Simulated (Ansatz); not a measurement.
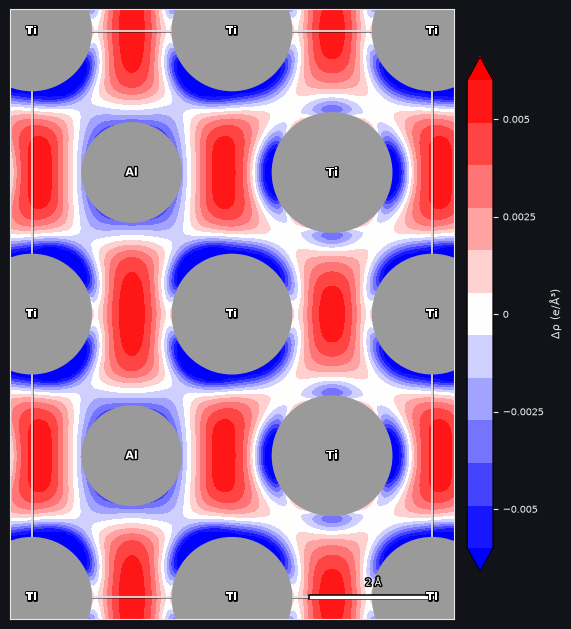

Ti3Al: difference of two self-consistent densities at the same geometry, ρ(r2SCAN) − ρ(PBE), on the (101) plane of the conventional cell. Grey discs cover the cores, where the PAW densities can't be compared. Cores are masked to 1.0 Å (Ti) and 0.8 Å (Al).

Space group Fm-3m; spin-polarised. r2SCAN tends to overestimate the moments of metals. The cell comes from a database of computed structures, not from a measurement.

Both runs: Ansatz, scalar-relativistic, plane waves and PAW, same cutoff, k-points and PAW files (made with PBE).

```
CELL_PARAMETERS angstrom
6.46356 0.00000 0.00000
0.00000 6.46356 0.00000
0.00000 0.00000 6.46356
ATOMIC_POSITIONS crystal
Ti 0.75000 0.25000 0.25000
Ti 0.25000 0.75000 0.25000
Ti 0.25000 0.25000 0.75000
Ti 0.75000 0.75000 0.75000
Ti 0.25000 0.25000 0.25000
Ti 0.75000 0.75000 0.25000
Ti 0.75000 0.25000 0.75000
Ti 0.25000 0.75000 0.75000
Ti 0.00000 0.00000 0.00000
Ti 0.50000 0.50000 0.00000
Ti 0.50000 0.00000 0.50000
Ti 0.00000 0.50000 0.50000
Al 0.50000 0.00000 0.00000
Al 0.00000 0.50000 0.00000
Al 0.00000 0.00000 0.50000
Al 0.50000 0.50000 0.50000
```

> What differs between the two levels of theory?

Against PBE, and outside the masked cores, the largest gain, 0.006 e/Å³, lies 1.5 Å from an aluminium nucleus and 1.7 Å from a titanium one, and the largest loss lies at the edge of the masked core of Ti.
Bader charges are Ti +0.21 to +0.47 and Al −1.16 e with PBE and Ti +0.28 to +0.57 and Al −1.42 e with r2SCAN. Among metals such charges hang on how the charge between the atoms is shared out.
At this volume the pressure is 0 GPa with PBE and 0 GPa with r2SCAN.
The integrated |spin density| goes from 2.0 to 2.7 μB in the cell of the calculation, and part of the map comes from this change.

Run times: 45 s (r2SCAN) and 27 s (base cell), on 2 threads of Intel(R) Xeon(R) Platinum 8259CL CPU @ 2.50GHz (Skylake/Cascade Lake) (shared host).
